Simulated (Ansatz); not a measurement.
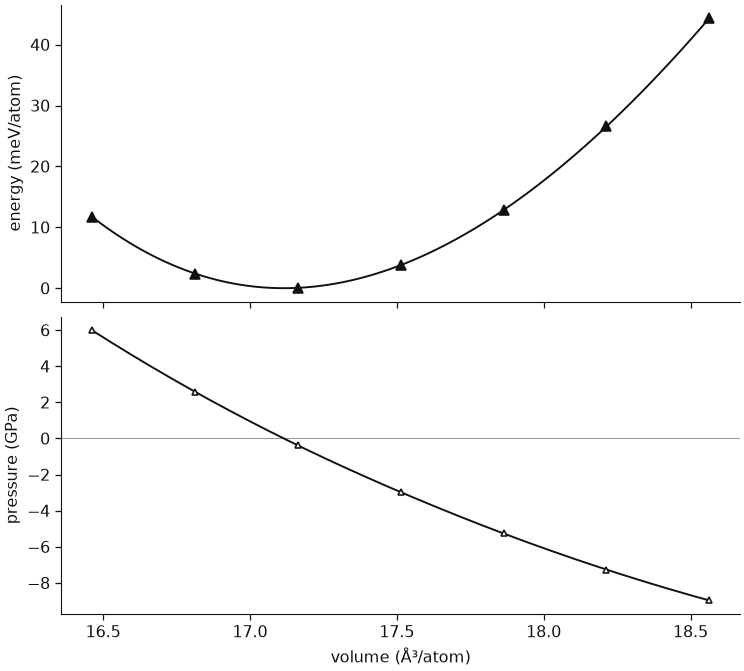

The figure shows the energy and pressure against volume for InPd, space group Pm-3m (No. 221).

Cell as given: a = 3.272 Å, b = 3.272 Å, c = 3.272 Å, α = 90.00°, β = 90.00°, γ = 90.00°; 2 atoms.

How it was computed, with Ansatz 0.2.0: all-electron LAPW DFT, no spin polarisation; energies at scaled volumes of the given cell, shape and fractions fixed, counted from the fit's minimum, third-order Birch-Murnaghan fit. Level: PBEsol.

- k mesh: 8×8×8
- occupations: Fermi–Dirac
- smearing width: 0.05 eV
- potentials: all electron LAPW, scalar relativistic
- program settings: basis error eV/atom 0.001

Q: Give the fitted equation-of-state parameters.

A: A third-order Birch–Murnaghan fit gives V0 = 17.12 Å³/atom, B0 = 138 GPa and B′ = 5.5.

Q: What does the pressure do across the range?

A: It falls from 5.99 GPa at volume 16.46 Å³/atom to −8.97 GPa at 18.56 Å³/atom, and changes sign near 17.12 Å³/atom.

The computed values:

```tsv
volume (Å³/atom)	energy (meV/atom)	pressure (GPa)
16.46	11.71	5.99
16.81	2.40	2.59
17.16	0.06	-0.38
17.51	3.79	-2.97
17.86	12.84	-5.26
18.21	26.57	-7.26
18.56	44.37	-8.97
```
